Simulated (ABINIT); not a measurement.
# PbS: dielectric calculation (part 3 of 3)

The same run, continued: PbS (4 atoms in the cell); Kohn-Sham DFT of a periodic cell, PBEsol, PseudoDojo NC SR PBEsol v0.4.1 standard, no spin polarisation (ABINIT 10.8.3); cutoff 761.92 eV, 6×6×4 k-mesh, fixed occupations. The structure derives from a Materials Project entry. The settings are looser than a standard set-up, so the numbers are not reference values.

Geometry of the input (Å; fractional positions):
```
2.0499  -5.8017  0.0000
2.0499  5.8017  0.0000
0.0000  0.0000  4.2354
Pb 0.1269  0.8731  0.2500
Pb 0.8731  0.1269  0.7500
S  0.3589  0.6411  0.2500
S  0.6411  0.3589  0.7500
```

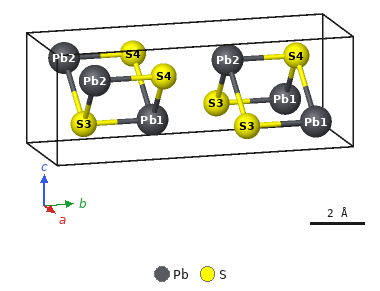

The input geometry (ball-and-stick view of the cell 2 times as large as that of the calculation, set on its symmetry axes, seen slightly off an axis; atoms are numbered from 1 in the order of the input).

Log, continued:
```
 Mean square residual over all n,k,spin=   56.631E-20; max=  99.895E-20
 dfpt_looppert : ek2=    4.9301557279E+01
          f-sum rule ratio=    9.9075530992E-01 (note : ecutsm/=0)
 Expectation of eigenvalue derivatives (hartree) for nkpt=  76  k points:
  (in case of degenerate eigenvalues, averaged derivative)
 kpt#   1, nband= 20, wtk=  0.00694, kpt=  0.0000  0.0000  0.0000 (reduced coord)
  -0.00000    0.00000   -0.00000    0.00000   -0.00000    0.00000   -0.00000   -0.00000
   0.00000    0.00000    0.00000   -0.00000   -0.00000   -0.00000   -0.00000   -0.00000
   0.00000    0.00000   -0.00000    0.00000
 prteigrs : prtvol=0 or 1, do not print more k-points.

 2DEtotal=   -0.4757803801E+02 Ha. Also 2DEtotal=   -0.129466436920E+04 eV
    (  non-var. 2DEtotal :   -4.7578038010E+01 Ha)
================================================================================

 ---- first-order wavefunction calculations are completed ----

 Total localisation tensor (bohr^2) in cartesian coordinates
  WARNING : still subject to testing - especially symmetries.
      direction              matrix element
   alpha     beta       real part   imaginary part
     1        1       0.9164790355   -0.0000000000
     1        2      -0.0000000000    0.0000000000
     1        3       0.0000000000    0.0000000000
     2        1      -0.0000000000    0.0000000000
     2        2       7.3407881806   -0.0000000000
     2        3       0.0000000000    0.0000000000
     3        1       0.0000000000    0.0000000000
     3        2       0.0000000000    0.0000000000
     3        3       1.6941922446   -0.0000000000

 respfn : d/dk was computed, but no 2DTE, so no DDB output.

================================================================================
== DATASET  3 ==================================================================

--- !DatasetInfo
iteration_state: {dtset: 3, }
dimensions: {natom: 4, nkpt: 76, mband: 20, nsppol: 1, nspinor: 1, nspden: 1, mpw: 4841, }
cutoff_energies: {ecut:  28.0, pawecutdg:  -1.0, }
electrons: {nelect:   4.00000000E+01, charge:   0.00000000E+00, occopt:   1.00000000E+00, tsmear:   1.00000000E-02, }
meta: {optdriver: 1, rfelfd: 3, }
...

 mkfilename : getwfk/=0, take file _WFK from output of DATASET   1.

 mkfilename : getddk/=0, take file _1WF from output of DATASET   2.

 Real(R)+Recip(G) space primitive vectors, cartesian coordinates (Bohr,Bohr^-1):
 R(1)=  3.8738416-10.9635686  0.0000000  G(1)=  0.1290708 -0.0456056  0.0000000
 R(2)=  3.8738416 10.9635686  0.0000000  G(2)=  0.1290708  0.0456056  0.0000000
 R(3)=  0.0000000  0.0000000  8.0037690  G(3)=  0.0000000  0.0000000  0.1249411
 Unit cell volume ucvol=  6.7985820E+02 bohr^3
 Angles (23,13,12)=  9.00000000E+01  9.00000000E+01  1.41079535E+02 degrees
 setup1 : take into account q-point for computing boxcut.

 getcut: wavevector=  0.0000  0.0000  0.0000  ngfft=  60  60  40
         ecut(hartree)=     28.000   => boxcut(ratio)=   2.09808
--------------------------------------------------------------------------------

 ==>  initialize data related to q vector <==

 The list of irreducible perturbations for this q vector is:
    1)    idir= 1    ipert=   6
    2)    idir= 3    ipert=   6

================================================================================

 The perturbation idir=   2  ipert=   6 is
 symmetric of a previously calculated perturbation.
 So, its SCF calculation is not needed.

--------------------------------------------------------------------------------
 Perturbation wavevector (in red.coord.)   0.000000  0.000000  0.000000
 Perturbation : homogeneous electric field along direction   1
 The set of symmetries contains only one element for this perturbation.
 symkpt : not enough symmetry to change the number of k points.

--------------------------------------------------------------------------------

--------------------------------------------------------------------------------

 Initialisation of the first-order wave-functions :
  ireadwf=   0

--- !BeginCycle
iteration_state: {dtset: 3, }
solver: {iscf: 7, nstep: 80, nline: 4, wfoptalg: 0, }
tolerances: {tolvrs: 1.00E-09, }
...

     iter   2DEtotal(Ha)        deltaE(Ha) residm    vres2
-ETOT  1  -479.92049457183     -4.799E+02 2.264E+01 1.940E+05
 ETOT  2  -514.10608546819     -3.419E+01 2.006E+00 6.645E+04
 ETOT  3  -536.93679813220     -2.283E+01 1.123E-01 1.544E+03
 ETOT  4  -537.36712136529     -4.303E-01 7.200E-03 2.049E+01
 ETOT  5  -537.37477651008     -7.655E-03 9.046E-04 6.039E+00
 ETOT  6  -537.37580544365     -1.029E-03 5.315E-05 4.709E-01
 ETOT  7  -537.37592919947     -1.238E-04 4.183E-06 9.700E-03
 ETOT  8  -537.37593160204     -2.403E-06 4.890E-07 3.781E-04
 ETOT  9  -537.37593176126     -1.592E-07 7.054E-08 1.519E-05
 ETOT 10  -537.37593177385     -1.259E-08 8.262E-09 3.990E-07
 ETOT 11  -537.37593177470     -8.528E-10 1.109E-09 1.345E-07
 ETOT 12  -537.37593177480     -1.014E-10 1.287E-10 4.249E-09
 ETOT 13  -537.37593177481     -1.103E-11 2.024E-11 8.197E-11

 At SCF step   13       vres2   =  8.20E-11 < tolvrs=  1.00E-09 =>converged.
-open ddk wf file :runo_DS2_1WF13
-open ddk wf file :runo_DS2_1WF14
-open ddk wf file :runo_DS2_1WF15
================================================================================

 ----iterations are completed or convergence reached----

 Mean square residual over all n,k,spin=   28.654E-15; max=  20.236E-12

 2DEtotal=   -0.5373759318E+03 Ha. Also 2DEtotal=   -0.146227440388E+05 eV
    (  non-var. 2DEtotal :   -5.3737592775E+02 Ha)

--------------------------------------------------------------------------------
 Perturbation wavevector (in red.coord.)   0.000000  0.000000  0.000000
 Perturbation : homogeneous electric field along direction   3
 The set of symmetries contains only one element for this perturbation.
 symkpt : not enough symmetry to change the number of k points.

--------------------------------------------------------------------------------

--------------------------------------------------------------------------------

 Initialisation of the first-order wave-functions :
  ireadwf=   0

--- !BeginCycle
iteration_state: {dtset: 3, }
solver: {iscf: 7, nstep: 80, nline: 4, wfoptalg: 0, }
tolerances: {tolvrs: 1.00E-09, }
...

     iter   2DEtotal(Ha)        deltaE(Ha) residm    vres2
-ETOT  1  -459.81700501316     -4.598E+02 2.783E+01 7.861E+04
 ETOT  2  -483.72655115785     -2.391E+01 2.467E+00 3.103E+04
 ETOT  3  -497.96465323551     -1.424E+01 6.516E-02 7.372E+02
 ETOT  4  -498.22631818736     -2.617E-01 1.952E-03 1.105E+01
 ETOT  5  -498.23050403467     -4.186E-03 2.192E-04 1.820E-01
 ETOT  6  -498.23057414905     -7.011E-05 5.086E-06 1.754E-03
 ETOT  7  -498.23057574527     -1.596E-06 2.724E-07 1.325E-04
 ETOT  8  -498.23057586312     -1.178E-07 2.300E-08 2.439E-06
 ETOT  9  -498.23057586902     -5.907E-09 1.335E-09 3.552E-08
 ETOT 10  -498.23057586936     -3.347E-10 1.512E-10 5.962E-09
 ETOT 11  -498.23057586939     -3.263E-11 8.072E-12 5.128E-10

 At SCF step   11       vres2   =  5.13E-10 < tolvrs=  1.00E-09 =>converged.
-open ddk wf file :runo_DS2_1WF13
-open ddk wf file :runo_DS2_1WF14
-open ddk wf file :runo_DS2_1WF15
================================================================================

 ----iterations are completed or convergence reached----

 Mean square residual over all n,k,spin=   60.757E-15; max=  80.716E-13

 2DEtotal=   -0.4982305759E+03 Ha. Also 2DEtotal=   -0.135575446395E+05 eV
    (  non-var. 2DEtotal :   -4.9823057238E+02 Ha)
================================================================================

 ---- first-order wavefunction calculations are completed ----

 ==> Compute Derivative Database <==
 The violation of the charge neutrality conditions
 by the effective charges is as follows :
    atom        electric field
 displacement     direction
       1               1        0.389756        0.000000
       1               2        0.000000        0.000000
       1               3        0.000000        0.000000
       2               1        0.000000        0.000000
       2               2       -0.012708        0.000000
       2               3        0.000000        0.000000
       3               1        0.000000        0.000000
       3               2        0.000000        0.000000
       3               3        0.372336        0.000000

 Effective charge tensors after
 imposition of the charge neutrality (if requested by user),
 and eventual restriction to some part :
   atom    displacement
         1         1    4.340436E+00   -6.076240E-16    0.000000E+00
         1         2   -1.955513E-16    3.029954E+00    0.000000E+00
         1         3    0.000000E+00    0.000000E+00    4.695923E+00
         2         1    4.340436E+00   -6.076240E-16    0.000000E+00
         2         2   -1.955513E-16    3.029954E+00    0.000000E+00
         2         3    0.000000E+00    0.000000E+00    4.695923E+00
         3         1   -4.340436E+00   -2.805544E-16    0.000000E+00
         3         2   -1.375156E-16   -3.029954E+00    0.000000E+00
         3         3    0.000000E+00    0.000000E+00   -4.695923E+00
         4         1   -4.340436E+00    1.495802E-15    0.000000E+00
         4         2    5.286182E-16   -3.029954E+00    0.000000E+00
         4         3    0.000000E+00    0.000000E+00   -4.695923E+00
 Now, the imaginary part of the dynamical matrix is zeroed

  Dielectric tensor, in cartesian coordinates,
     j1       j2             matrix element
  dir pert dir pert     real part    imaginary part

   1    6   1    6        14.7140717851        -0.0000000000

   2    6   2    6        12.1223484900        -0.0000000000

   3    6   3    6        15.9434628790        -0.0000000000

  Effective charges, in cartesian coordinates,
  (from electric field response)
   if specified in the inputs, charge neutrality has been imposed
     j1       j2             matrix element
  dir pert dir pert     real part    imaginary part

   1    1   1    6         4.3404357788         0.0000000000
   1    2   1    6         4.3404357788         0.0000000000
   1    3   1    6        -4.3404357788         0.0000000000
   1    4   1    6        -4.3404357788         0.0000000000

   2    1   2    6         3.0299541610         0.0000000000
   2    2   2    6         3.0299541610         0.0000000000
   2    3   2    6        -3.0299541610         0.0000000000
   2    4   2    6        -3.0299541610         0.0000000000

   3    1   3    6         4.6959232739         0.0000000000
   3    2   3    6         4.6959232739         0.0000000000
   3    3   3    6        -4.6959232739         0.0000000000
   3    4   3    6        -4.6959232739         0.0000000000

== END DATASET(S) ==============================================================
================================================================================

 -outvars: echo values of variables after computation  --------
            acell      1.1627832367E+01  1.1627832367E+01  8.0037689506E+00 Bohr
           etotal1    -1.6264656841E+02
           etotal2    -4.7578038013E+01
           etotal3    -4.9823057587E+02
            fcart1    -2.4822562376E-20 -1.1703748155E-04 -2.7104324260E-31
                      -2.7238535471E-21  1.1703748155E-04  8.1312972779E-31
                       3.6681481117E-20 -4.5796495486E-04 -2.7104324260E-31
                      -9.1350651937E-21  4.5796495486E-04 -2.7104324260E-31
            fcart3     0.0000000000E+00  0.0000000000E+00  0.0000000000E+00
                       0.0000000000E+00  0.0000000000E+00  0.0000000000E+00
                       0.0000000000E+00  0.0000000000E+00  0.0000000000E+00
                       0.0000000000E+00  0.0000000000E+00  0.0000000000E+00
            rprim      3.3315251630E-01 -9.4287295050E-01  0.0000000000E+00
                       3.3315251630E-01  9.4287295050E-01  0.0000000000E+00
                       0.0000000000E+00  0.0000000000E+00  1.0000000000E+00
           strten1     3.1969706004E-06 -3.0736121539E-06  8.8293995141E-07
                       0.0000000000E+00  0.0000000000E+00  0.0000000000E+00
           strten3     0.0000000000E+00  0.0000000000E+00  0.0000000000E+00
                       0.0000000000E+00  0.0000000000E+00  0.0000000000E+00
           xangst      2.0499486985E+00  4.3296236674E+00  1.0588530318E+00
                       2.0499486985E+00 -4.3296236674E+00  3.1765590953E+00
                       2.0499486985E+00  1.6366768194E+00  1.0588530318E+00
                       2.0499486985E+00 -1.6366768194E+00  3.1765590953E+00
             xred      1.2686406000E-01  8.7313594000E-01  2.5000000000E-01
                       8.7313594000E-01  1.2686406000E-01  7.5000000000E-01
                       3.5894780000E-01  6.4105220000E-01  2.5000000000E-01
                       6.4105220000E-01  3.5894780000E-01  7.5000000000E-01
 Calculation completed.
```

File anaddb.abo:
```
.Version 10.8.3 of ANADDB
================================================================================

 -outvars_anaddb: echo values of input variables ----------------------

 Flags :
     dieflag         2
 Miscellaneous information :
         asr         1

================================================================================

 read the DDB information and perform some checks

  ==== Info on the Cryst% object ====
 Real(R)+Recip(G) space primitive vectors, cartesian coordinates (Bohr,Bohr^-1):
 R(1)=  3.8738416-10.9635686  0.0000000  G(1)=  0.1290708 -0.0456056  0.0000000
 R(2)=  3.8738416 10.9635686  0.0000000  G(2)=  0.1290708  0.0456056  0.0000000
 R(3)=  0.0000000  0.0000000  8.0037690  G(3)=  0.0000000  0.0000000  0.1249411
 Unit cell volume ucvol=  6.7985820E+02 bohr^3
 Angles (23,13,12)=  9.00000000E+01  9.00000000E+01  1.41079535E+02 degrees
 Time-reversal symmetry is present
 Reduced atomic positions [iatom, xred, symbol]:
    1)    0.1268641  0.8731359  0.2500000  Pb
    2)    0.8731359  0.1268641  0.7500000  Pb
    3)    0.3589478  0.6410522  0.2500000   S
    4)    0.6410522  0.3589478  0.7500000   S

 DDB file with 3 blocks has been read.

================================================================================

 Dielectric Tensor and Effective Charges

 anaddb : Zero the imaginary part of the Dynamical Matrix at Gamma,
   and impose the ASR on the effective charges

 The violation of the charge neutrality conditions
 by the effective charges is as follows :
    atom        electric field
 displacement     direction
       1               1        0.389756        0.000000
       1               2        0.000000        0.000000
       1               3        0.000000        0.000000
       2               1        0.000000        0.000000
       2               2       -0.012708        0.000000
       2               3        0.000000        0.000000
       3               1        0.000000        0.000000
       3               2        0.000000        0.000000
       3               3        0.372336        0.000000

 Effective charge tensors after
 imposition of the charge neutrality (if requested by user),
 and eventual restriction to some part :
   atom    displacement
         1         1    4.340436E+00   -6.671884E-16    0.000000E+00
         1         2    3.067199E-17    3.029954E+00    0.000000E+00
         1         3    0.000000E+00    0.000000E+00    4.695923E+00
         2         1    4.340436E+00   -6.671884E-16    0.000000E+00
         2         2    3.067199E-17    3.029954E+00    0.000000E+00
         2         3    0.000000E+00    0.000000E+00    4.695923E+00
         3         1   -4.340436E+00    6.671884E-16    0.000000E+00
         3         2   -3.067199E-17   -3.029954E+00    0.000000E+00
         3         3    0.000000E+00    0.000000E+00   -4.695923E+00
         4         1   -4.340436E+00    6.671884E-16    0.000000E+00
         4         2   -3.067199E-17   -3.029954E+00    0.000000E+00
         4         3    0.000000E+00    0.000000E+00   -4.695923E+00
 Now, the imaginary part of the dynamical matrix is zeroed

================================================================================

 anaddb : the run completed successfully.
```

Summary:

| quantity | value |
| --- | --- |
| outcome | converged |
| space group (tolerance 0.01 Å) | Cmcm (63) |
| electrons treated | 40 |
| free energy | −4425.8386 eV |
| Fermi energy of the self-consistent step | 4.128 eV |
| pressure | −0.01 GPa |
| largest force (length of the vector) | 0.024 eV/Å |
| ε∞ (xx, yy, zz) | 14.71, 12.12, 15.94 |
| Born charges (mean of the diagonal) | Pb1, Pb2 (4.02 e); S3, S4 (−4.02 e) |
| hardware | 4 threads of Arm Neoverse V2, 24 GiB of memory available, shared host |
| wall time | 8.2 min (CPU time 33 min) |
| peak memory | 0.8 GiB |

Remarks:

The settings depart from the standard set-up of this series, which can bear on the numbers. Points of doubt noted for this run: k mesh coarse for field response. Spin–orbit coupling is left out, which matters for Pb.
